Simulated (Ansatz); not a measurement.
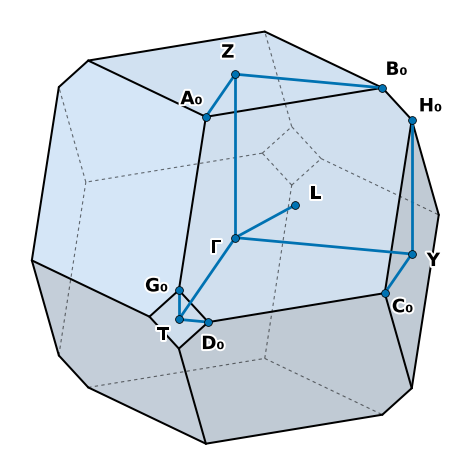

For Si, coordinates from a relaxation with DFT PBE, scalar-relativistic, plane waves, PAW (Ansatz 0.2.0); the starting structure was generated, so it need not be a known form of this composition: the figure shows the first Brillouin zone with its special points and a band path. Symmetry computed with spglib at a tolerance of 0.002 Å; standard conventional cell.

Labels and path follow the convention of Hinuma et al. (2017), as computed by seekpath.

### What lattice type do the shape and the labels point to?

A face-centred orthorhombic lattice (oF; extended symbol oF3). The zone is a truncated octahedron in its combinatorial type: 14 faces (6 with 4 edges, 8 with 6 edges), 36 edges, 24 vertices.

### Write the standard path through the labelled points.

Γ–Y–C₀ | A₀–Z–B₀ | D₀–T–G₀ | H₀–Y | T–Γ–Z | Γ–L
